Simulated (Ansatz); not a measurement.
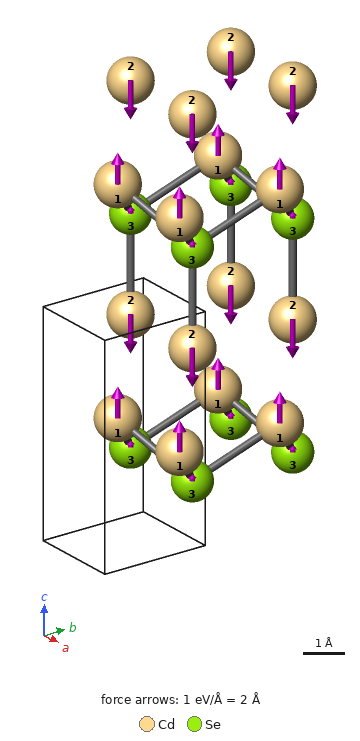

A changed version of a symmetric starting cell of Cd₂Se (made from another compound by putting Se in place of S), with the computed forces as purple arrows. Besides, all lengths are scaled by −0.7 % (volume −2.1 %). A ball-and-stick model of the cell of the calculation, repeated 2 × 2 × 2 with one cell outlined, seen slightly off an axis.

Theory: Ansatz 0.2.0, DFT PBEsol, scalar-relativistic, plane waves, PAW. Set-up: plane-wave cutoff 420 eV; k-point mesh 12 × 12 × 6; occupations gaussian; smearing width 0.01 eV; no spin polarisation.

### Describe the distortion and the response.

The atoms keep their fractional coordinates. No relaxation follows. The starting cell wasn't computed here and needn't be at equilibrium, so pressure and forces aren't due to the change alone. The pressure is −0.2 GPa (not all of it need come from the change, since the unchanged cell can be under pressure at this level too). The largest force is 0.49 eV/Å, on Cd2, along −c. Among the bonded contacts that change: Cd–Se 2.661 → 2.642 Å, Cd–Se 2.573 → 2.555 Å. The space group stays P3m1 (No. 156).
